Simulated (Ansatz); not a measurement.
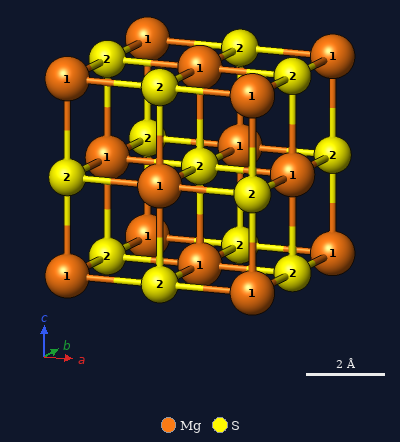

The input geometry (ball-and-stick view of the cell 4 times as large as that of the calculation, set on its symmetry axes, seen slightly off an axis; atoms are numbered from 1 in the order of the input). An atom can appear more than once, as a periodic image. Near neighbours in the periodic cell (some may lie outside the picture): Mg has 6 S at 2.60 Å; S has 6 Mg at 2.60 Å.

## GW calculation of MgS

System: MgS (Fm-3m, 2 atoms in the cell).
Method: DFT, PBE, plane waves, PAW, no spin polarisation (Ansatz 0.2.0).

The structure derives from an entry of the Crystallography Open Database. The geometry comes from this level: r2SCAN. It belongs to a series of runs on one base structure; here: G0W0 settings. Figures and captions count atoms from 1; the log counts them from 0 in places.

### The input
```yaml
crystal:
  lattice:
    - [0.0, 2.6015177399, 2.6015177399]
    - [2.6015177399, 0.0, 2.6015177399]
    - [2.6015177399, 2.6015177399, 0.0]
  atoms:
    - { symbol: Mg, position: [0.0, 0.0, 0.0] }
    - { symbol: S, position: [0.5, 0.5, 0.5] }
kpoints:
  mp_grid: { grid: [4, 4, 4] }
hamiltonian:
  xc: pbe
scf:
  occupations: { method: fixed }
gw:
  n_empty_bands: 30
  ecut_chi: 40
  qp_bands: [v1, c1]
  qp_kpoints: band_edges
  screening: { model: contour_deformation }
```

Machine: 4 threads of Arm Neoverse V2, 24 GiB of memory available, shared host.

Run as:
```bash
ansatz run input.yaml --threads 4 --pin off --max-ram 3686MiB --backend cpu --events-out ev --progress --plain --runs-dir out
```

### Output
```
Engine: ansatz 0.2.0, aarch64-unknown-linux-gnu
Pseudopotentials: kind: paw
Pseudopotential: Mg, paw, valence charge 10, recommended cutoff 420 eV (normal), Mg.paw.azcp
Pseudopotential: S, paw, valence charge 6, recommended cutoff 420 eV (normal), S.paw.azcp
Functional definition: PBE
  parameter kappa = 0.804
  parameter beta = 0.06672455060314922
  exchange = pbe_x(kappa = kappa, mu = beta*pi^2/3)
  correlation = pbe_c(beta = beta)
Crystal: 2 atoms, lattice volume = 35.214 Å³
Basis set: ecut = 420 eV, 701 PW (Γ)
Bands: 12, of which v1, the nominal top of the filled ones, is band 8 counted from 1 (7 counted from 0)
Symmetry: 48 space group operations
Space group: Fm-3m (ITA 225), of the structure as read, at distance tolerance 3.3e-5 Å
k-points: 8 of 64
Non-local potential: Mg, projectors of the file, l = 0: 3, l = 1: 2, l = 2: 1
Non-local potential: S, projectors of the file, l = 0: 2, l = 1: 2, l = 2: 2
PAW form: soft (Blöchl's): semilocal exchange-correlation on the pseudo side does not see the compensation charge
PAW one-centre angular grid: Mg, 110 points (default); XC on 64 Gauss nodes
PAW one-centre angular grid: S, 110 points (default); XC on 64 Gauss nodes
Initial density: superposition of atomic densities (neutral atoms: chi_scale 0, normalization atom), corrected by the library's trained network
Initial wavefunctions: pseudopotential atomic-orbital guess
Functional: x = pbe(κ = 0.804, μ = 0.2195149727645171), c = pbe(β = 0.06672455060314922)
SCF iter   1: F=—  HF=-2828.699810 eV  |F-HF|=—  |Δ(HF+E_count)|=         —  Δρ=1.25e-3  dr2=9.26e-4  ethr=1.77e-3  ⟨swp⟩=5.2  Hψ=520  notcnv=0  defer=6
preconditioner: auto → none  [insulator: Δε(μ)=2.783 eV  Ē_g=11.723 eV  n_scr=8 (ndim 8)  ℏωp=17.7 eV  f_vac=0.000  ε∞_Penn≈3.3]
SCF iter   2: F=—  HF=-2828.699273 eV  |F-HF|=—  |Δ(HF+E_count)|=   5.38e-4  Δρ=4.80e-4  dr2=1.12e-4  ethr=5.79e-6  ⟨swp⟩=2.0  Hψ=212  notcnv=0  defer=13
SCF iter   3: F=—  HF=-2828.699242 eV  |F-HF|=—  |Δ(HF+E_count)|=   3.02e-5  Δρ=1.44e-4  dr2=6.91e-6  ethr=7.01e-7  ⟨swp⟩=2.0  Hψ=122  notcnv=0  defer=10
SCF iter   4: F=—  HF=-2828.699263 eV  |F-HF|=—  |Δ(HF+E_count)|=   2.08e-5  Δρ=7.17e-5  dr2=2.78e-6  ethr=4.32e-8  ⟨swp⟩=2.0  Hψ=128  notcnv=0  defer=1
SCF iter   5: F=—  HF=-2828.699263 eV  |F-HF|=—  |Δ(HF+E_count)|=   4.95e-7  Δρ=4.14e-5  dr2=9.69e-7  ethr=1.74e-8  ⟨swp⟩=1.0  Hψ=96  notcnv=0  defer=1
SCF iter   6: F=—  HF=-2828.699262 eV  |F-HF|=—  |Δ(HF+E_count)|=   2.75e-7  Δρ=1.63e-5  dr2=1.53e-7  ethr=6.06e-9  ⟨swp⟩=2.0  Hψ=115  notcnv=0  defer=1
SCF iter   7: F=-2828.699262 eV  HF=-2828.699262 eV  |F-HF|=5.25e-9  |Δ(HF+E_count)|=   4.93e-8  Δρ=3.56e-6  dr2=7.43e-9  ethr=6.25e-10  ⟨swp⟩=4.4  Hψ=359  notcnv=0
SCF 1 converged in 7 iterations: F = -2828.699262 eV  dr2 = 7.43e-9
  greatest PAW one-centre occupation: 1.000 electrons in one spin orbital (limit 2), on the Mg atom at site 0 (counted from 0), in its partial waves of l = 0
```

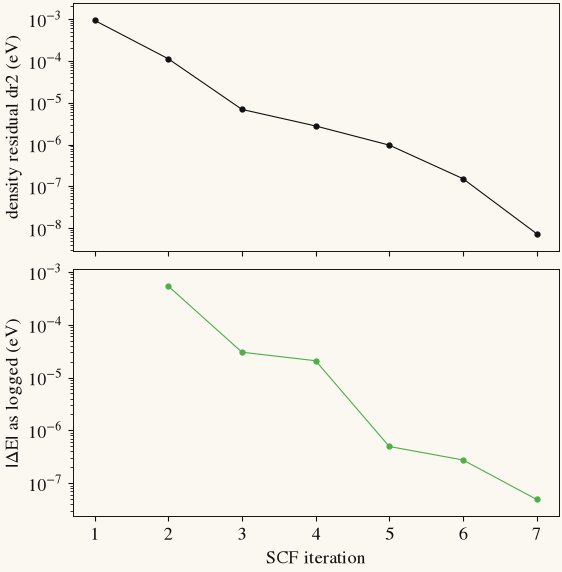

Convergence of the self-consistent field: density residual dr2 and size of the energy change against the SCF iteration. The residual falls at every step.

```
NSCF: frozen V_eff on 8 k-points
G₀W₀ screening: q 1/8
G₀W₀ screening: q 2/8 (q-point 5)
G₀W₀ screening: q 3/8 (q-point 6)
G₀W₀ screening: q 4/8 (q-point 2)
G₀W₀ screening: q 5/8 (q-point 4)
G₀W₀ screening: q 6/8 (q-point 8)
G₀W₀ screening: q 7/8 (q-point 3)
G₀W₀ screening: q 8/8 (q-point 7)
G₀W₀ self-energy: k 1/5
G₀W₀ self-energy: k 2/5
G₀W₀ self-energy: k 3/5
G₀W₀ self-energy: k 4/5
G₀W₀ self-energy: k 5/5
NSCF: frozen V_eff on 1 k-points
SCF converged after 7 iterations
Free energy (F): -2828.699262 eV
Harris-Foulkes:  -2828.699262 eV  (|F-HF|=5.25e-9)
Internal energy: -2828.699262 eV  (E = F + TS)
E sigma→0 (E₀):  -2828.699262 eV
Fermi energy:    6.419075 eV
--- Per-component energies (eV) ---
  E_band       = -331.740629
  E_kinetic    = 185.571581
  E_local      = -1665.968930  (includes V_loc(G=0)·N_el)
  E_nonlocal   = 123.357055
  E_hartree    = 593.043014
  E_xc         = -127.814624
  E_vxc        = -127.124968  (∫ρ·V_xc dr)
  E_paw        = -893.094274  (= ΣΔE_a)
  E_vpaw       = -33.661071  (= ΣTr[D̂ρ^β])
  E_aug_tail   = -0.000002  (compensation charges beyond the density's cutoff)
  E_ewald      = -1043.793083
  E_smearing   = -0.000000  (= −TS)
  E_closure    = -0.000000  (closes the sum)
  Σ components = -2828.699262   (vs F -2828.699262, Δ=0.00e0)
--- Band table (eV; the first three rows and the last of 8) ---
  k-point 0: bands = ["-68.3523", "-35.1039", "-35.1039", "-35.1039", "-6.2488", "6.4191", "6.4191", "6.4191", "10.1314", "14.3174", "14.3174", "14.3174"]
  k-point 1: bands = ["-68.3522", "-35.1072", "-35.1043", "-35.1043", "-5.6843", "3.6083", "6.0967", "6.0967", "11.3687", "14.1931", "14.1931", "14.7024"]
  k-point 2: bands = ["-68.3520", "-35.1104", "-35.1048", "-35.1048", "-4.9312", "1.5810", "5.8276", "5.8276", "10.9517", "13.2907", "13.2907", "16.5361"]
  k-point 7: bands = ["-68.3519", "-35.1080", "-35.1080", "-35.1064", "-4.5193", "3.1898", "3.1898", "4.0563", "11.6555", "14.3404", "14.3404", "14.4600"]
--- G₀W₀: contour deformation, 6 samples at zero and on the imaginary axis and 1 off it, 64 q-points, 30 empty bands' worth ---
  eigenvalues of the whole cell's RPA ε∞ on this k-mesh (on a slab, of 1 + 4πα/V) = 6.2047, 6.2047, 6.2047; static W/v taken at q = 0 is 0.161167
  bands read: the sum over 38 bands ends inside a degenerate multiplet in 1 slot, whose members it reads at an even weight; the widest, k=0: bands 37 to 39 (counted from 1) at 2/3 each
  gw.qp_kpoints: band_edges: 5 of 8 stored k-points solved, in 1 pass; an edge of the gap read off the rows below is read off those points alone
    valence top: of the k-points left out ik 5 came nearest to being solved in a further pass, in band 8 (counted from 1, as in the quasiparticle table): it holds the edge there only if its correction is more favourable than any solved in that band by at least 0.631 eV; those differ by 0.260 eV
    conduction bottom: of the k-points left out ik 3 came nearest to being solved in a further pass, in band 9 (counted from 1, as in the quasiparticle table): it holds the edge there only if its correction is more favourable than any solved in that band by at least 2.094 eV; those differ by 0.145 eV
    ik  band        ε_KS         Σx   Σc(E_QP)       V_xc       Z   E_QP_lin       E_QP  E_QP is
     0     8      6.4191   -18.5075     2.6529   -15.5068  0.7840     6.0701     6.0713  root
     0     9     10.1314    -8.3353    -3.9399   -13.0298  0.8082    10.8917    10.8861  root
     1     8      6.0967   -18.2299     2.7028   -15.1287  0.7822     5.6965     5.6982  root
     1     9     11.3687    -6.7611    -3.9844   -11.4550  0.8062    12.0836    12.0782  root
     2     8      5.8276   -18.0841     2.7725   -14.8710  0.7803     5.3848     5.3869  root
     2     9     10.9517    -6.0702    -3.8682   -10.5527  0.8099    11.5698    11.5660  root
     4     8      5.2140   -17.8080     2.8771   -14.3938  0.7761     4.6734     4.6769  root
     4     9     10.8094    -6.1831    -3.8439   -10.7863  0.8078    11.5748    11.5688  root
     6     8      4.7356   -17.7433     3.0063   -14.1289  0.7718     4.1227     4.1276  root
     6     9      9.1851    -6.7504    -3.5866   -11.0826  0.8116     9.9357     9.9307  root
```

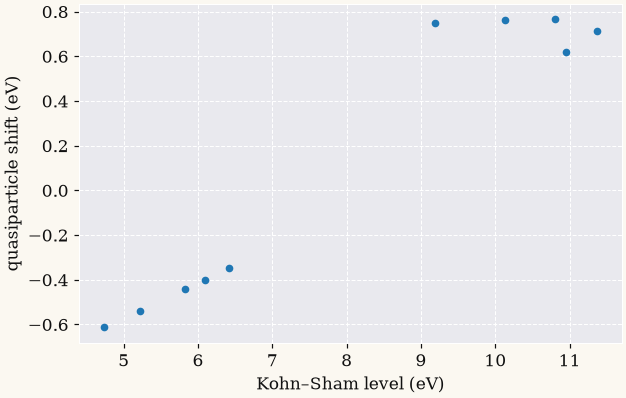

Quasiparticle corrections (linearised) against the Kohn–Sham levels, for the bands and k-points computed. On this mesh the gap goes from 2.77 to 3.86 eV.

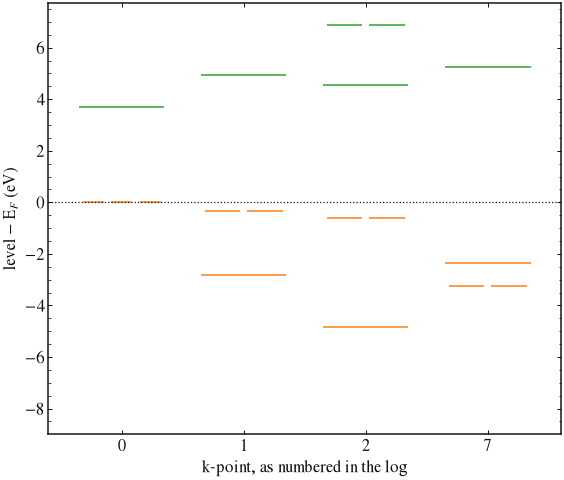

Kohn–Sham levels near the Fermi level (dotted) at the few k-points that the log prints; levels within 0.02 eV of each other stand side by side. Among these points the highest filled and lowest empty levels are 3.71 eV apart; the gap on the full mesh, 2.77 eV, has an edge at a point that isn't printed.

### Summary

| quantity | value |
| --- | --- |
| outcome | converged |
| space group (tolerance 0.01 Å) | Fm-3m (225) |
| electrons treated | 16 |
| free energy | −2828.6993 eV |
| Fermi energy | 6.419 eV |
| gap on the k-point mesh | 2.77 eV |
| quasiparticle gap on the mesh | 3.86 eV |
| wall time | 0.76 s (CPU time 2.1 s) |
| peak memory | 0.26 GiB |

### Remarks

Settings chosen away from the usual ones: G0W0 settings. The GW levels are not extrapolated in basis or mesh.
